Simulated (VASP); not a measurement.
## GW-BSE spectrum of MgO (Periclase)

What does the electron-hole attraction do to the spectrum of MgO (Periclase)? The cell is of the rock-salt type, one of the forms listed for this formula. The start is a cell from a database of measured crystal structures.

Calculated with VASP 6.6.1; PBE; plane waves and PAW (Mg_GW, O_GW), in the first sound run; inputs show where later runs differ.

Experimental background.

For MgO, rocksalt (bulk crystal), “Electronic structure of alkaline earth and post-transition metal oxides” (2009, arxiv:0908.1581) quotes earlier work: band gap (literature experimental gap) 7.83 eV [Literature value based on experiment; other listed experimental values range from 7.7 to …].

Report form: the programs' logs are mostly left out.

The database entry behind the starting cell differs from later determinations by our own check (about 0.1 % long), so it need not match the best structure at ambient conditions.

**1. Set-up**

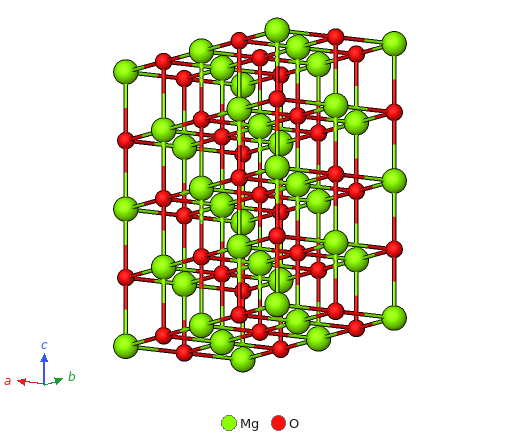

The starting structure, seen from a free direction (magnesium green, oxygen red). 1×2×2 cells are drawn. This picture shows the conventional cell, with its axes. Some periodic images of atoms are drawn too.

**2. Ground state**

The orbitals come from a self-consistent PBE run with a tight EDIFF and a narrow smearing. KPOINTS_OPT adds the bands along a path, which shows whether the mesh holds the band edges.

Input file INCAR:

```
SYSTEM = MgO
PREC = Accurate
ENCUT = 440
EDIFF = 1E-08
NELM = 100
ISMEAR = 0
SIGMA = 0.01
LREAL = .FALSE.
ALGO = Normal
GGA = PE
NBANDS = 10
LORBIT = 11
LWAVE = .TRUE.
LCHARG = .FALSE.
KPAR = 8
```

Input file POSCAR:

```
MgO
1.0
    0.0000000000      2.1085000000      2.1085000000
    2.1085000000      0.0000000000      2.1085000000
    2.1085000000      2.1085000000      0.0000000000
Mg O
1 1
Direct
    0.0000000000      0.0000000000      0.0000000000
    0.5000000000      0.5000000000      0.5000000000
```

Input file KPOINTS:

```
Automatic mesh
0
Gamma
4 4 4
0 0 0
```

Input file KPOINTS_OPT:

```
Line mode
12
Line-mode
Reciprocal
  0.00000000   0.00000000   0.00000000 GAMMA
  0.50000000   0.00000000   0.50000000 X

  0.50000000   0.00000000   0.50000000 X
  0.50000000   0.25000000   0.75000000 W

  0.50000000   0.25000000   0.75000000 W
  0.37500000   0.37500000   0.75000000 K

  0.37500000   0.37500000   0.75000000 K
  0.00000000   0.00000000   0.00000000 GAMMA

  0.00000000   0.00000000   0.00000000 GAMMA
  0.50000000   0.50000000   0.50000000 L

  0.50000000   0.50000000   0.50000000 L
  0.62500000   0.25000000   0.62500000 U

  0.62500000   0.25000000   0.62500000 U
  0.50000000   0.25000000   0.75000000 W

  0.50000000   0.25000000   0.75000000 W
  0.50000000   0.50000000   0.50000000 L

  0.50000000   0.50000000   0.50000000 L
  0.37500000   0.37500000   0.75000000 K

  0.62500000   0.25000000   0.62500000 U
  0.50000000   0.00000000   0.50000000 X
```

Potentials, in the order of the species: Mg_GW and O_GW (PBE family, release 64).

Command:

```bash
> mpirun -np 8 vasp_std
```

It took 1.8 s on 8 MPI ranks of Intel Xeon 6975P-C (Granite Rapids), shared host; peak memory 0.9 GiB.

This step gave:

| Quantity | Value |
| --- | --- |
| free energy (TOTEN) | -11.91 eV |
| Fermi energy | 3.302 eV |
| pressure | -0.2627 GPa |
| least gap on mesh and path | 4.683 eV |
| least direct gap on mesh and path | 4.683 eV |

The highest empty bands on the path are converged less tightly, to about 0.1 eV. Electronic bands along the path, in eV, zero at the valence-band top; v1 is the highest filled band, c1 the lowest empty one:

```tsv
point	v3	v2	v1	c1	c2
Γ	0.00	0.00	0.00	4.68	15.78
X	-4.07	-1.34	-1.34	9.11	9.91
W	-2.95	-2.95	-1.76	11.62	11.62
K	-3.48	-2.70	-1.14	10.07	11.72
Γ	0.00	0.00	0.00	4.68	15.78
L	-4.61	-0.65	-0.65	7.87	12.56
U	-3.48	-2.70	-1.14	10.07	11.72
W	-2.95	-2.95	-1.76	11.62	11.62
L	-4.61	-0.65	-0.65	7.87	12.56
K	-3.48	-2.70	-1.14	10.07	11.72
jump to U	-3.48	-2.70	-1.14	10.07	11.72
X	-4.07	-1.34	-1.34	9.11	9.91
```

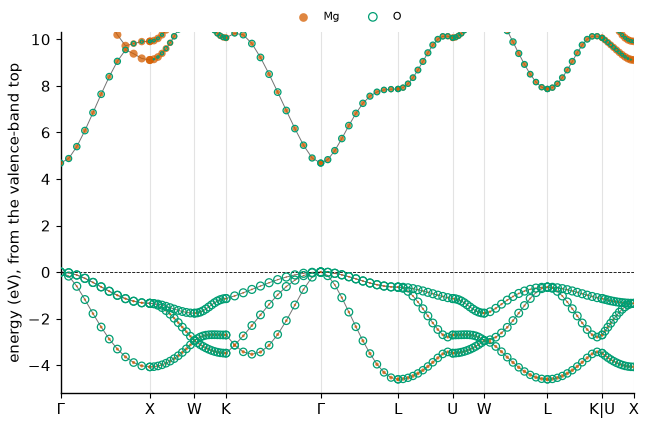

Electronic bands along the path; dots are coloured as in the legend, and their area grows with the weight.

The cell has a gap of 4.68 eV on mesh and path.

**3. Empty bands**

ALGO = Exact makes the empty bands from the converged ground state in one step. LOPTICS writes the k-derivatives of the orbitals (WAVEDER), which give the long-wavelength limit of the screening.

Input file INCAR:

```
SYSTEM = MgO
PREC = Accurate
ENCUT = 440
ISMEAR = 0
SIGMA = 0.01
LREAL = .FALSE.
GGA = PE
NBANDS = 48
ALGO = Exact
NELM = 1
LWAVE = .TRUE.
LCHARG = .FALSE.
LOPTICS = .TRUE.
NEDOS = 1000
CSHIFT = 0.1
```

POSCAR is that of step 2.

KPOINTS is that of step 2.

Command:

```bash
> mpirun -np 8 vasp_std
```

Run time: 1.2 s. Hardware: 8 MPI ranks; peak memory 0.83 GiB.

WAVECAR now holds 48 bands for 8 electrons. Its independent-particle dielectric tensor has xx, yy, zz = 3.4, 3.4, 3.4 on this mesh, which isn't tested for convergence in mesh or bands and lacks local fields.

**4. G0W0**

This step: G0W0 on PBE; plane waves and PAW (Mg_GW, O_GW) (VASP 6.6.1).

G0W0 keeps orbitals and screening fixed and shifts each of the lowest NBANDSGW levels once. LWAVE keeps the quasiparticle levels in WAVECAR, and the W files hold the screened interaction for the next step.

Input file INCAR:

```
SYSTEM = MgO
PREC = Accurate
ENCUT = 440
ISMEAR = 0
SIGMA = 0.01
LREAL = .FALSE.
GGA = PE
NBANDS = 48
ALGO = EVGW0
NELMGW = 1
ENCUTGW = 100
NOMEGA = 48
PRECFOCK = Fast
NBANDSGW = 16
LWAVE = .TRUE.
LCHARG = .FALSE.
```

POSCAR is that of step 3.

KPOINTS is that of step 3.

Command:

```bash
> mpirun -np 8 vasp_std
```

Wall time 2.4 s (8 MPI ranks); peak memory 0.81 GiB.

This step gave:

- quasiparticle gap on the mesh: 7.019 eV
- smallest direct quasiparticle gap on the mesh: 7.019 eV
- gap of the starting orbitals on the mesh: 4.683 eV

GW takes the gap from 4.683 to 7.019 eV. The value holds for 48 bands, ENCUTGW = 100 eV and this mesh, and isn't shown to be converged in them.

**5. BSE, Tamm-Dancoff**

This step: BSE on G0W0 on PBE; plane waves and PAW (Mg_GW, O_GW) (VASP 6.6.1).

The Bethe-Salpeter equation adds the screened attraction of electron and hole to the quasiparticle pairs; ANTIRES = 0 leaves out the coupling to antiresonant pairs.

Input file INCAR:

```
SYSTEM = MgO
PREC = Accurate
ENCUT = 440
ISMEAR = 0
SIGMA = 0.01
LREAL = .FALSE.
GGA = PE
NBANDS = 48
ALGO = BSE
NBANDSO = 3
NBANDSV = 4
OMEGAMAX = 25
NEDOS = 1000
CSHIFT = 0.1
PRECFOCK = Fast
LWAVE = .FALSE.
LCHARG = .FALSE.
ENCUTGW = 100
ANTIRES = 0
```

POSCAR is that of step 4.

KPOINTS is that of step 4.

Command:

```bash
> mpirun -np 8 vasp_std
```

Wall time 1.2 s (8 MPI ranks); peak memory 0.91 GiB; 4.9 s of CPU time.

Numbers from this step:

| Quantity | Value |
| --- | --- |
| lowest excitation | 5.761 eV |
| direct gap less the lowest excitation | 1.258 eV |

The imaginary dielectric function, xx has structure finer than the step of the table below, so its rows give means over 2 eV, whole bins alone (the curve runs from 0 to 25 eV). Peaks (eV: height): 5.8: 10.8, 8.3: 27.4, 9.6: 7.13, 11.3: 19.6, 12.1: 5.62, 15.8: 7.59, 16.8: 6.43.

From 3 filled and 4 empty bands alone, without any pair above OMEGAMAX = 25 eV, so strength is missing wherever others contribute; lines are broadened by CSHIFT, which also makes the tail under the first line. The imaginary dielectric function, xx by photon energy; means over each step:

```tsv
photon energy (eV)	imaginary dielectric function, xx
2	0.0142
4	0.0716
6	1.65
8	4.13
10	1.91
12	4.32
14	1.12
16	3.44
18	1.46
20	0.401
22	0.252
24	0.0327
```

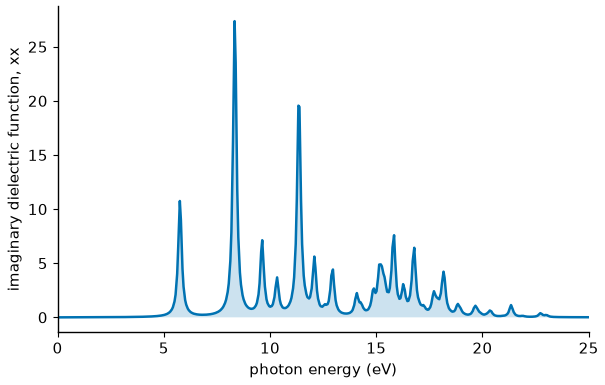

Imaginary dielectric function, xx, plotted against photon energy.

Some of the lowest 40 states alone, with states under 2.5 meV apart joined, scaled to the strongest line shown. Lines of the exciton spectrum (strongest = 100):

```tsv
position (eV)	lines merged	oscillator strength
5.761	3	39
8.342	3	100
8.698	3	0.0
8.710	2	0.0
8.785	3	0.0
8.802	2	0.0
8.824	3	0.0
9.629	3	25
9.656	3	0.0
9.672	2	0.0
10.326	3	12
10.339	3	0.0
10.384	3	0.0
10.459	3	0.0
```

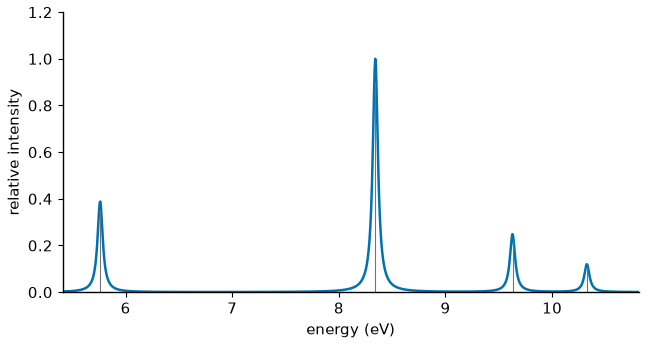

The exciton spectrum, broadened with Lorentzians of width 0.059 eV; bars mark the lines.

The lowest excitation lies at 5.761 eV, -1258 meV against the direct gap of these orbitals. No second mesh in this session tests these energies, peaks and heights.

**6. Independent quasiparticles**

This step: BSE on G0W0 on PBE, independent quasiparticles; plane waves and PAW (Mg_GW, O_GW) (VASP 6.6.1).

With LADDER and LHARTREE off the pairs don't interact at all, so the lowest line must equal the direct gap.

INCAR: that of step 5 with these lines changed.

```diff
@@ -19 +19,3 @@
 ANTIRES = 0
+LADDER = .FALSE.
+LHARTREE = .FALSE.
```

POSCAR is that of step 5.

KPOINTS is that of step 5.

Command:

```bash
> mpirun -np 8 vasp_std
```

Wall time 1 s (8 MPI ranks); peak memory 0.9 GiB.

This step gave:

| Quantity | Value |
| --- | --- |
| lowest excitation | 7.019 eV |

The imaginary dielectric function, xx has structure finer than the step of the table below, so its rows give means over 2 eV, whole bins alone (the curve runs from 0 to 25 eV). Peaks (eV: height): 10.0: 12.8, 10.9: 6.78, 12.9: 9.06, 13.3: 18.4, 14.1: 6.35, 18.2: 7.37, 19.5: 8.25.

From 3 filled and 4 empty bands alone, without any pair above OMEGAMAX = 25 eV, so strength is missing wherever others contribute; lines are broadened by CSHIFT, which also makes the tail under the first line. The imaginary dielectric function, xx by photon energy; means over each step:

```tsv
photon energy (eV)	imaginary dielectric function, xx
2	0.00553
4	0.0159
6	0.410
8	0.562
10	2.74
12	2.36
14	4.22
16	1.82
18	3.16
20	2.42
22	0.819
24	0.243
```

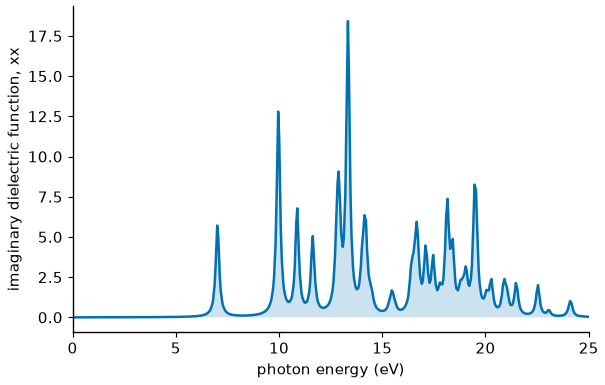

Imaginary dielectric function, xx against photon energy.

The lowest excitation lies at 7.019 eV, +1258 meV against the Tamm-Dancoff singlet. No second mesh in this session tests these energies, peaks and heights.

**7. Summary**

This step: BSE on G0W0 on PBE; plane waves and PAW (VASP 6.6.1).

This step runs nothing: it gathers the runs above.

Cost is wall time times ranks on a shared host, for this step alone, without the steps before it. Excitations by level:

```tsv
level	first excitation (eV)	cost (core minutes)
BSE, Tamm-Dancoff	5.761	0.16
independent quasiparticles	7.019	0.13
```

**8. Results**

| Property | Result |
| --- | --- |
| BSE, Tamm-Dancoff | lowest vertical excitation 5.761 eV; direct gap 7.019 eV |
| independent quasiparticles | lowest vertical excitation 7.019 eV; direct gap 7.019 eV |

What this shows: The Bethe-Salpeter equation puts the lowest vertical singlet excitation at 5.761 eV, 1.26 eV below the direct gap of 7.019 eV; the states within 10 meV of it carry 39 % of the strength of the strongest such group among the lowest 40 states. Attraction and local fields together move the centre of weight of eps2 xx over the computed range by -2.91 eV against the run of independent quasiparticles. The spectra were run on one mesh, so the distance from the gap isn't shown to be converged; coarse meshes tend to overstate it. Bands, response cutoff and mesh of the GW step weren't tested in this session. Only the bands set by NBANDSO and NBANDSV form pairs, and any pair above OMEGAMAX = 25 eV is dropped, so the spectrum is that of this window; the window can cut degenerate bands. Not tabulated here, as repeats of values shown or as unfit to read for their mesh, reference level or band range: eps2 curves (empty bands); eps1 curves and static values (BSE, empty bands, independent quasiparticles); gaps (empty bands); line lists of runs without attraction (independent quasiparticles).

Computed beside measured:

| quantity | measured | PBE | G0W0 on PBE |
| --- | --- | --- | --- |
| band gap (least gap) (eV) | 7.83 | 4.68 (-3.15 eV) | 7.02 (-0.81 eV) |

Measured values from arxiv:0908.1581 (2009).

**Verdict.** For the band gap, of the levels listed nearest comes G0W0 on PBE (-0.81 eV, fair agreement) and farthest PBE (-3.15 eV, a clear miss). Zero-point and thermal motion shift the measured gap. No cell relaxation is part of this session.

[Lines on the potential files, build, host, timing and source positions are cut from VASP's logs without a mark.]

[Logs are printed without paths, hosts, clocks, repeated set-up lines and the standing remarks that a program may print on its own settings, such as how far it seeks lower states.]

[Hosts, paths, dates, database ids (printed as entryN), source tags and the programs' standing remarks are cut or masked in the printed files.]

[Pressures printed for these runs are not shown converged in the cutoff: they can be off by several GPa and have the wrong sign.]
